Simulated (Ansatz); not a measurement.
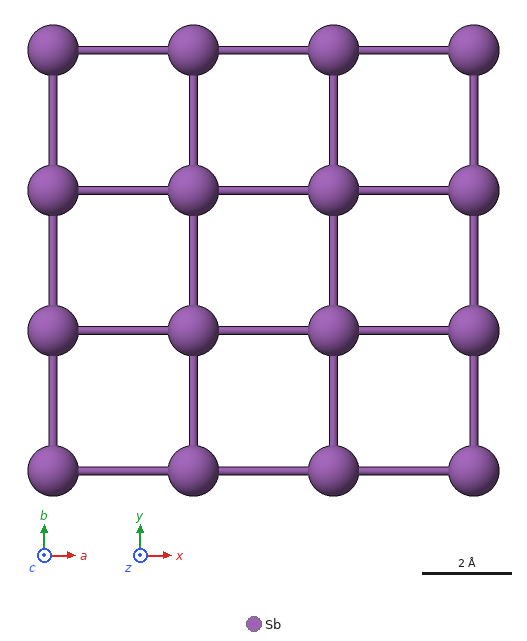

Energy scan for crystalline Sb (Pm-3m), in which the cell is strained along x alone, with the atoms kept at their fractional coordinates. x, y and z are the Cartesian axes of the input. The picture shows the reference cell. A ball-and-stick model of the cell of the calculation, repeated 3 × 3 × 3 with one cell outlined, seen along the c axis.

All numbers below come from DFT r2SCAN, scalar-relativistic, plane waves, PAW (Ansatz 0.2.0). Settings: plane-wave cutoff 500 eV; k-point mesh 16 × 16 × 16; occupations gaussian; smearing width 0.15 eV; no spin polarisation. Energies (free energies at the smearing named) are counted from the cell as listed in its source, which wasn't relaxed.

```
Sb
1.0
     3.16000    0.00000    0.00000
     0.00000    3.16000    0.00000
     0.00000    0.00000    3.16000
Sb
1
Direct
  0.00000 0.00000 0.00000
```

Predict the energy profile (the strain: −0.0200, −0.0150, −0.0100, −0.0050, 0.0000, 0.0050, 0.0100, 0.0150, 0.0175, 0.0200).

| strain | E − E(ref) (meV/atom) |
| --- | --- |
| −0.0200 | −10.5 |
| −0.0150 | −8.7 |
| −0.0100 | −6.4 |
| −0.0050 | −3.4 |
| 0.0000 | 0.0 |
| 0.0050 | 3.9 |
| 0.0100 | 8.4 |
| 0.0150 | 13.2 |
| 0.0175 | 15.8 |
| 0.0200 | 18.5 |

The lowest computed point lies at the strain −0.02 (−10.5 meV/atom). The energy is still falling at the end of the range, so the minimum along this coordinate lies there or beyond. At the ends of the scan the energy is −10.5 meV/atom (−0.02) and 18.5 meV/atom (0.02). The unrelaxed reference is under a pressure of −3.8 GPa, which tilts the curve. The distortion takes the space group from Pm-3m to P4/mmm. At the strain −0.02 the cell of the drawing goes a 3.160 → 3.097 Å.

The computed profile:

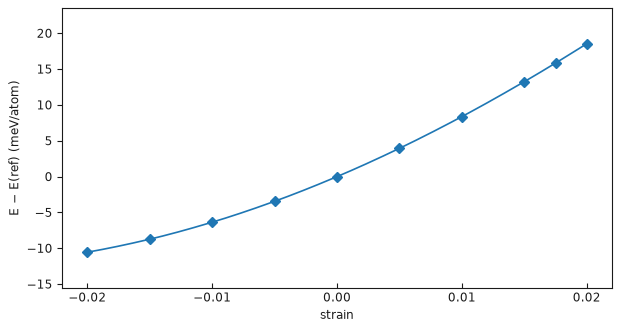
